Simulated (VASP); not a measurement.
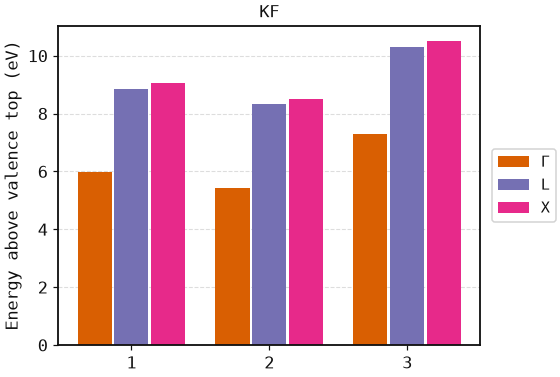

Lowest conduction level at each named k point, counted from the valence-band top at X, by several methods on one cell of zincblende KF, space group F-43m (No. 216), 2 atoms in the primitive cell, hydrostatic strain −3.1%; cubic a = 5.691 Å. All runs are without spin-orbit coupling and carry no moments. The cell is at 4 GPa in PBE.

Question: Which column is which method? They are r2SCAN, PBE and HSE06.

Answer: 1 is r2SCAN; 2 is PBE; 3 is HSE06.

| method | program | Γ (eV) | L (eV) | X (eV) |
| --- | --- | --- | --- | --- |
| PBE | VASP | 5.42 | 8.33 | 8.51 |
| r2SCAN | VASP | 5.98 | 8.86 | 9.06 |
| HSE06 | VASP | 7.30 | 10.30 | 10.49 |

Question: Does HSE06 shift these levels rigidly from PBE?

Answer: The shifts are +1.88 eV at Γ, +1.97 eV at L and +1.98 eV at X: a spread of 0.10 eV on a mean of 1.94 eV, so one shift describes them well.

Settings. PBE: VASP PAW PBE potentials, release 64 (K_sv, F), 8×8×8 k mesh, 520 eV cutoff, Fermi-Dirac smearing of 0.02 eV (VASP 6.6.1). r2SCAN: VASP PAW PBE potentials, release 64 (K_sv, F), 8×8×8 k mesh, 520 eV cutoff, Gaussian smearing of 0.01 eV (VASP). HSE06: VASP PAW PBE potentials, release 64 (K_sv, F), 6×6×6 k mesh, 520 eV cutoff, Gaussian smearing of 0.01 eV (VASP 6.6.1).

The cell was built by a generator and needn't be a form met in nature. The cell was built from a pattern and not relaxed, so its bond lengths can be off. LDA, GGA and most meta-GGA functionals understate gaps. r2SCAN and HSE06: the PAW data sets were made with another functional.
